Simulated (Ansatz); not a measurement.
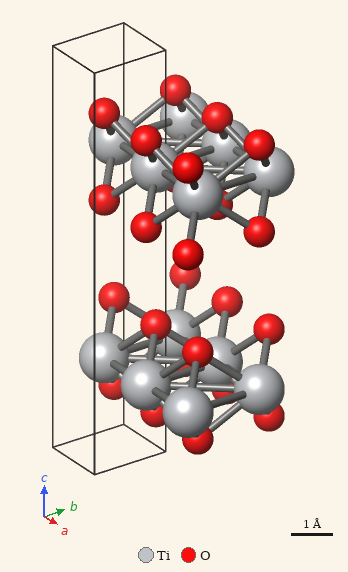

Starting structure of solid TiO2 (built on the MoS2-164 type type). A ball-and-stick model of the cell of the calculation, repeated 3 × 2 × 1 with one cell outlined, seen slightly off an axis.

Level of theory: DFT, r2SCAN+rVV10, plane waves, PAW (Ansatz 0.2.0).

The input:
```yaml
crystal:
  lattice:
    - [2.8514859235, -3.6e-09, 0.0]
    - [-1.4257429586, 2.4694592501, 0.0]
    - [0.0, 0.0, 10.3615647554]
  atoms:
    - { symbol: Ti, position: [0.6666666667, 0.3333333333, 0.2496698332] }
    - { symbol: Ti, position: [0.3333333333, 0.6666666667, 0.7503301668] }
    - { symbol: O, position: [0.3333333333, 0.6666666667, 0.3576542843] }
    - { symbol: O, position: [0.6666666667, 0.3333333333, 0.8583139557] }
    - { symbol: O, position: [0.3333333333, 0.6666666667, 0.1416860443] }
    - { symbol: O, position: [0.6666666667, 0.3333333333, 0.6423457157] }
kpoints:
  mp_grid: { grid: [12, 12, 2] }
hamiltonian:
  xc: r2scan
  dispersion: rvv10
scf:
  occupations: { method: fermi_dirac, width: 0.03 }
relax:
  f_tol: 0.01
  cell: {}
  max_steps: 120
```

Launched with:
```bash
ansatz run input.yaml --threads 2 --pin off --max-ram 2211MiB --backend cpu --events-out ev --progress --plain --runs-dir out
```

Question: Where does the relaxation end?

Answer: After 6 accepted moves (7 points after the start) the energy has fallen by 53.4 meV per cell of the calculation. The largest force component goes from 0.012 to 0.0019 eV/Å. Pressure: 0.29 GPa at the start and 0.03 GPa at the end. At 1 point the geometry stayed and the basis and grid were re-selected for the new cell (energy shift of 4.3 meV per cell of the calculation at most each time). The largest moves relative to the cell, 0.097 Å, are those of O3 and O6. O6 goes along −c. By element the largest moves are O 0.097 Å, Ti 0.004 Å. The drawn cell changes as follows: a = b 2.851 → 2.863 Å (+0.4 %), c 10.362 → 9.462 Å (−8.7 %); the volume changes by −8.0 %. Among the contacts that change: Ti1–Ti1 2.851 → 2.863 Å. The space group (tolerance 0.01 Å) goes from P-3m1 (No. 164) to P6_3/mmc (No. 194).

The structure at the end:

```
Ti O
1.0
     2.86264    0.00000    0.00000
    -1.43132    2.47912    0.00000
     0.00000    0.00000    9.46213
Ti O
2 4
Direct
  0.66667 0.33333 0.25004
  0.33333 0.66667 0.74996
  0.33333 0.66667 0.36786
  0.66667 0.33333 0.86777
  0.33333 0.66667 0.13223
  0.66667 0.33333 0.63214
```

The end point in the same view:

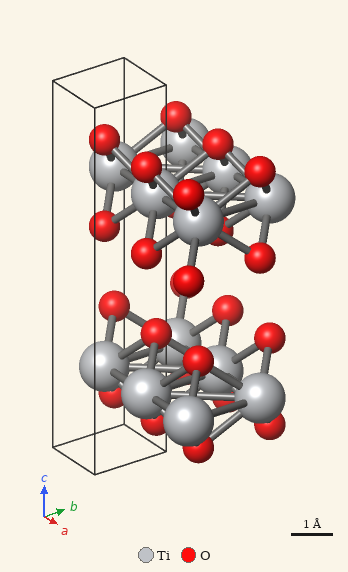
